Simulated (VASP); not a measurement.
**Geometry relaxation of SrTiO3 (part 2 of 2)**

Continued. System: SrTiO3 (Pm-3m, 5 atoms in the cell). Method: Kohn-Sham DFT of a periodic cell, PBEsol, VASP PAW PBE potentials, recommended, no spin polarisation (VASP 6.6.1); cutoff 600 eV, 8×8×8 k-mesh, Gaussian smearing of 0.03 eV. The structure derives from an entry of the Crystallography Open Database.

Geometry of the input (Å; fractional positions):
```
3.9053  0.0000  0.0000
0.0000  3.9053  0.0000
0.0000  0.0000  3.9053
Sr 0.5000  0.5000  0.5000
Ti 0.0000  0.0000  0.0000
O  0.5000  0.0000  0.0000
O  0.0000  0.5000  0.0000
O  0.0000  0.0000  0.5000
```

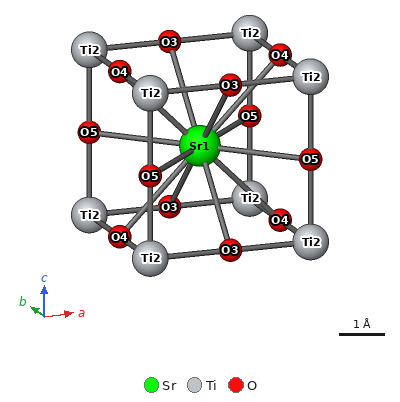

Fig. 1: The geometry at step 1 of the log (ball-and-stick view of the cell of the calculation, seen slightly off an axis; atoms are numbered from 1 in the order of the input).

## Parts of OUTCAR, continued
```
------------------------ aborting loop because EDIFF is reached ----------------------------------------

  FORCE on cell =-STRESS in cart. coord.  units (eV):
  Direction    XX          YY          ZZ          XY          YZ          ZX
  --------------------------------------------------------------------------------------
  -------------------------------------------------------------------------------------
  Total       -0.5652723     -0.5652723     -0.5652723      0.0000000     -0.0000000      0.0000000
  in kB      -15.2058877    -15.2058877    -15.2058877      0.0000000     -0.0000000      0.0000000
  external PRESSURE =     -15.2058877 kB  Pullay stress =       0.0000000 kB

 VOLUME and BASIS-vectors are now :
 -----------------------------------------------------------------------------
  energy-cutoff  :      600.00
  volume of cell :       59.56
      direct lattice vectors                 reciprocal lattice vectors
     3.905280000  0.000000000  0.000000000     0.256063586  0.000000000  0.000000000
     0.000000000  3.905280000  0.000000000     0.000000000  0.256063586  0.000000000
     0.000000000  0.000000000  3.905280000     0.000000000  0.000000000  0.256063586

 POSITION                                       TOTAL-FORCE (eV/Angst)
 -----------------------------------------------------------------------------------
      1.95264      1.95264      1.95264         0.000000      0.000000      0.000000
      0.00000      0.00000      0.00000         0.000000      0.000000      0.000000
      1.95264      0.00000      0.00000         0.000000      0.000000      0.000000
      0.00000      1.95264      0.00000         0.000000      0.000000      0.000000
      0.00000      0.00000      1.95264         0.000000      0.000000      0.000000
 -----------------------------------------------------------------------------------
    total drift:                                0.000000      0.000000     -0.000000

  FREE ENERGIE OF THE ION-ELECTRON SYSTEM (eV)
  ---------------------------------------------------
  free  energy   TOTEN  =       -42.0210368975 eV

  energy  without entropy=      -42.0210368975  energy(sigma->0) =      -42.02103690

--------------------------------------- Ionic step        2  -------------------------------------------

 number of electron      39.9999986 magnetization

------------------------ aborting loop because EDIFF is reached ----------------------------------------

  FORCE on cell =-STRESS in cart. coord.  units (eV):
  Direction    XX          YY          ZZ          XY          YZ          ZX
  --------------------------------------------------------------------------------------
  -------------------------------------------------------------------------------------
  Total        0.5668715      0.5668715      0.5668715      0.0000000     -0.0000000      0.0000000
  in kB       15.5011581     15.5011581     15.5011581      0.0000000     -0.0000000      0.0000000
  external PRESSURE =      15.5011581 kB  Pullay stress =       0.0000000 kB

 VOLUME and BASIS-vectors are now :
 -----------------------------------------------------------------------------
  energy-cutoff  :      600.00
  volume of cell :       58.59
      direct lattice vectors                 reciprocal lattice vectors
     3.883980417  0.000000000  0.000000000     0.257467827 -0.000000000 -0.000000000
     0.000000000  3.883980417 -0.000000000    -0.000000000  0.257467827  0.000000000
     0.000000000 -0.000000000  3.883980417    -0.000000000  0.000000000  0.257467827

 POSITION                                       TOTAL-FORCE (eV/Angst)
 -----------------------------------------------------------------------------------
      1.94199      1.94199      1.94199         0.000000     -0.000000      0.000000
      0.00000      0.00000      0.00000        -0.000000      0.000000      0.000000
      1.94199      0.00000      0.00000        -0.000000      0.000000      0.000000
      0.00000      1.94199     -0.00000        -0.000000      0.000000      0.000000
      0.00000     -0.00000      1.94199        -0.000000     -0.000000      0.000000
 -----------------------------------------------------------------------------------
    total drift:                                0.000000      0.000000     -0.000000

  FREE ENERGIE OF THE ION-ELECTRON SYSTEM (eV)
  ---------------------------------------------------
  free  energy   TOTEN  =       -42.0209644677 eV

  energy  without entropy=      -42.0209644677  energy(sigma->0) =      -42.02096447

--------------------------------------- Ionic step        3  -------------------------------------------

 number of electron      39.9999982 magnetization

 Free energy of the ion-electron system (eV)
  ---------------------------------------------------
  ext. energy  EPLUGINS =         0.00000000
  ---------------------------------------------------
  free energy    TOTEN  =       -42.02328934 eV

  energy without entropy =      -42.02328934  energy(sigma->0) =      -42.02328934

 E-fermi :   4.2731     XC(G=0): -11.5816     alpha+bet :-14.2685

 val. band max:        4.0886735525   @ k =   0.5000   0.5000   0.5000
 cond. band min:       5.9045215546   @ k =   0.0000   0.0000   0.0000
 fundamental gap:      1.8158480021
 Fermi energy:         4.2730660911

 k-point     1 :       0.0000    0.0000    0.0000
  band No.  band energies     occupation
      1     -52.0790      2.00000
      2     -28.5313      2.00000
      3     -28.4467      2.00000
      4     -28.4467      2.00000
      5     -28.4467      2.00000
      6     -13.2996      2.00000
      7     -12.2883      2.00000
      8     -12.2883      2.00000
      9     -10.5554      2.00000
     10     -10.5554      2.00000
     11     -10.5554      2.00000
     12       1.2270      2.00000
     13       1.2270      2.00000
     14       1.2270      2.00000
     15       2.8889      2.00000
     16       2.8889      2.00000
     17       2.8889      2.00000
     18       3.7344      2.00000
     19       3.7344      2.00000
     20       3.7344      2.00000
     21       5.9045      0.00000
     22       5.9045      0.00000
     23       5.9045      0.00000
     24       8.4791      0.00000

 k-point     2 :       0.1250    0.0000    0.0000
  band No.  band energies     occupation
      1     -52.0788      2.00000
      2     -28.5509      2.00000
      3     -28.4463      2.00000
      4     -28.4463      2.00000
      5     -28.4345      2.00000
      6     -13.3063      2.00000
      7     -12.2932      2.00000
      8     -12.2820      2.00000
      9     -10.5481      2.00000
     10     -10.5481      2.00000
     11     -10.4452      2.00000
     12       1.0179      2.00000
     13       1.2138      2.00000
     14       1.2138      2.00000
     15       2.6760      2.00000
     16       2.6760      2.00000
     17       2.7419      2.00000
     18       3.2492      2.00000
     19       3.6330      2.00000
     20       3.6330      2.00000
     21       5.9299      0.00000
     22       6.2716      0.00000
     23       6.2716      0.00000
     24       8.4848      0.00000

 k-point     3 :       0.2500    0.0000    0.0000
  band No.  band energies     occupation
      1     -52.0782      2.00000
      2     -28.5890      2.00000
      3     -28.4451      2.00000
      4     -28.4451      2.00000
      5     -28.4140      2.00000
      6     -13.3739      2.00000
      7     -12.2667      2.00000
      8     -12.2088      2.00000
      9     -10.5303      2.00000
     10     -10.5303      2.00000
     11     -10.2146      2.00000
     12       0.4965      2.00000
     13       1.1875      2.00000
     14       1.1875      2.00000
     15       2.2270      2.00000
     16       2.2270      2.00000
     17       2.3816      2.00000
     18       2.4228      2.00000
     19       3.4865      2.00000
     20       3.4865      2.00000
     21       5.9929      0.00000
     22       7.0085      0.00000
     23       7.0085      0.00000
     24       8.4926      0.00000

 k-point     4 :       0.3750    0.0000    0.0000
  band No.  band energies     occupation
      1     -52.0776      2.00000
      2     -28.6221      2.00000
      3     -28.4440      2.00000
      4     -28.4440      2.00000
      5     -28.3983      2.00000
      6     -13.4834      2.00000
      7     -12.2513      2.00000
      8     -12.0339      2.00000
      9     -10.5123      2.00000
     10     -10.5123      2.00000
     11     -10.0188      2.00000
     12      -0.0565      2.00000
     13       1.1772      2.00000
     14       1.1772      2.00000
     15       1.7557      2.00000
     16       1.8365      2.00000
     17       1.8365      2.00000
     18       2.1404      2.00000
     19       3.3852      2.00000
     20       3.3852      2.00000
     21       6.0582      0.00000
     22       7.6532      0.00000
     23       7.6532      0.00000
     24       8.4976      0.00000

 k-point     5 :       0.5000    0.0000    0.0000
  band No.  band energies     occupation
      1     -52.0774      2.00000
      2     -28.6350      2.00000
      3     -28.4436      2.00000
      4     -28.4436      2.00000
      5     -28.3925      2.00000
      6     -13.5339      2.00000
      7     -12.2448      2.00000
      8     -11.9439      2.00000
      9     -10.5048      2.00000
     10     -10.5048      2.00000
     11      -9.9456      2.00000
     12      -0.2939      2.00000
     13       1.1849      2.00000
     14       1.1849      2.00000
     15       1.5417      2.00000
     16       1.6782      2.00000
     17       1.6782      2.00000
     18       2.0321      2.00000
     19       3.3493      2.00000
     20       3.3493      2.00000
     21       6.0861      0.00000
     22       7.9079      0.00000
     23       7.9079      0.00000
     24       8.4993      0.00000

 [... the levels of 18 k-points are left out ...]

 k-point    24 :       0.5000    0.3750    0.1250
  band No.  band energies     occupation
      1     -52.0758      2.00000
      2     -28.5489      2.00000
      3     -28.5085      2.00000
      4     -28.4563      2.00000
      5     -28.4522      2.00000
      6     -12.7884      2.00000
      7     -12.3219      2.00000
      8     -12.2221      2.00000
      9     -10.5302      2.00000
     10     -10.2115      2.00000
     11     -10.1915      2.00000
     12      -0.3955      2.00000
     13      -0.3853      2.00000
     14       0.0300      2.00000
     15       0.9512      2.00000
     16       0.9680      2.00000
     17       1.9198      2.00000
     18       2.7615      2.00000
     19       2.8128      2.00000
     20       3.8708      2.00000
     21       7.7632      0.00000
     22       7.9825      0.00000
     23       8.2736      0.00000
     24       9.9450      0.00000

 [... further k-points ...]

------------------------ aborting loop because EDIFF is reached ----------------------------------------

  FORCE on cell =-STRESS in cart. coord.  units (eV):
  Direction    XX          YY          ZZ          XY          YZ          ZX
  --------------------------------------------------------------------------------------
  -------------------------------------------------------------------------------------
  Total       -0.0033623     -0.0033623     -0.0033623      0.0000000      0.0000000     -0.0000000
  in kB       -0.0911817     -0.0911817     -0.0911817      0.0000000      0.0000000     -0.0000000
  external PRESSURE =      -0.0911817 kB  Pullay stress =       0.0000000 kB

 VOLUME and BASIS-vectors are now :
 -----------------------------------------------------------------------------
  energy-cutoff  :      600.00
  volume of cell :       59.08
      direct lattice vectors                 reciprocal lattice vectors
     3.894747596  0.000000000  0.000000000     0.256756048 -0.000000000 -0.000000000
     0.000000000  3.894747596 -0.000000000    -0.000000000  0.256756048  0.000000000
     0.000000000 -0.000000000  3.894747596    -0.000000000  0.000000000  0.256756048

 POSITION                                       TOTAL-FORCE (eV/Angst)
 -----------------------------------------------------------------------------------
      1.94737      1.94737      1.94737         0.000000     -0.000000      0.000000
      0.00000      0.00000      0.00000        -0.000000      0.000000      0.000000
      1.94737      0.00000      0.00000        -0.000000      0.000000      0.000000
      0.00000      1.94737     -0.00000        -0.000000      0.000000      0.000000
      0.00000     -0.00000      1.94737        -0.000000     -0.000000      0.000000
 -----------------------------------------------------------------------------------
    total drift:                                0.000000      0.000000     -0.000000

  FREE ENERGIE OF THE ION-ELECTRON SYSTEM (eV)
  ---------------------------------------------------
  free  energy   TOTEN  =       -42.0232893433 eV

  energy  without entropy=      -42.0232893433  energy(sigma->0) =      -42.02328934

 reached required accuracy - stopping structural energy minimisation
```

## CONTCAR
```
SrTiO3
   1.00000000000000
     3.8947475961503346    0.0000000000000000    0.0000000000000000
     0.0000000000000000    3.8947475961503346   -0.0000000000000000
     0.0000000000000000   -0.0000000000000000    3.8947475961503346
  Sr              Ti              O
     1     1     3
Direct
     0.5000000000000000    0.5000000000000000    0.5000000000000000
     0.0000000000000000    0.0000000000000000    0.0000000000000000
     0.5000000000000000    0.0000000000000000    0.0000000000000000
     0.0000000000000000    0.5000000000000000    0.0000000000000000
     0.0000000000000000    0.0000000000000000    0.5000000000000000

  0.00000000E+00  0.00000000E+00  0.00000000E+00
  0.00000000E+00  0.00000000E+00  0.00000000E+00
  0.00000000E+00  0.00000000E+00  0.00000000E+00
  0.00000000E+00  0.00000000E+00  0.00000000E+00
  0.00000000E+00  0.00000000E+00  0.00000000E+00
```

## Trajectory as extended XYZ (Å, eV, eV/Å), 3 frames, from step=0 to step=2
```
5
Lattice="3.9053 0.0000 0.0000 0.0000 3.9053 0.0000 0.0000 0.0000 3.9053" Properties=species:S:1:pos:R:3:forces:R:3 step=0 energy=-42.02104
Sr    1.9526    1.9526    1.9526    0.0000   0.0000   0.0000
Ti    0.0000    0.0000    0.0000    0.0000   0.0000   0.0000
O     1.9526    0.0000    0.0000    0.0000   0.0000   0.0000
O     0.0000    1.9526    0.0000    0.0000   0.0000   0.0000
O     0.0000    0.0000    1.9526    0.0000   0.0000   0.0000
5
Lattice="3.8840 0.0000 0.0000 0.0000 3.8840 -0.0000 0.0000 -0.0000 3.8840" Properties=species:S:1:pos:R:3:forces:R:3 step=1 energy=-42.02096
Sr    1.9420    1.9420    1.9420    0.0000   0.0000   0.0000
Ti    0.0000    0.0000    0.0000    0.0000   0.0000   0.0000
O     1.9420    0.0000    0.0000    0.0000   0.0000   0.0000
O     0.0000    1.9420    0.0000    0.0000   0.0000   0.0000
O     0.0000    0.0000    1.9420    0.0000   0.0000   0.0000
5
Lattice="3.8947 0.0000 0.0000 0.0000 3.8947 -0.0000 0.0000 -0.0000 3.8947" Properties=species:S:1:pos:R:3:forces:R:3 step=2 energy=-42.02329
Sr    1.9474    1.9474    1.9474    0.0000   0.0000   0.0000
Ti    0.0000    0.0000    0.0000    0.0000   0.0000   0.0000
O     1.9474    0.0000    0.0000    0.0000   0.0000   0.0000
O     0.0000    1.9474    0.0000    0.0000   0.0000   0.0000
O     0.0000    0.0000    1.9474    0.0000   0.0000   0.0000
```
